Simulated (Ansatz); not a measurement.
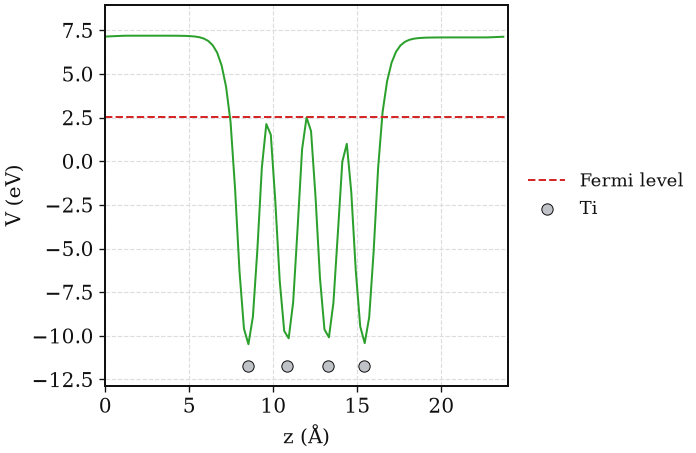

Plane-averaged electrostatic potential energy of an electron across the slab; circles at the bottom mark the heights of the atoms (positions after relaxation).

Calculation on a (001) slab cut from Ti (P6_3/mmc), 4 atoms in the cell.

Level of theory: DFT r2SCAN, scalar-relativistic, plane waves, PAW, no spin polarisation, 12×12×1 k mesh, 500 eV cutoff; code Ansatz 0.2.0.

Q: Read off the work function of each face.

A: The work function is 4.55 eV at the right face and 4.65 eV at the left.

Q: Do the two faces differ, and what does that say about the slab's dipole?

A: The vacuum levels differ by 0.10 eV, so the slab carries a dipole along its normal. Some atoms were held fixed in the relaxation, which can itself make the faces differ.

Q: How thick are slab and vacuum?

A: The outermost atoms are 6.9 Å apart, which leaves 17.1 Å of vacuum in a cell 24.0 Å high.
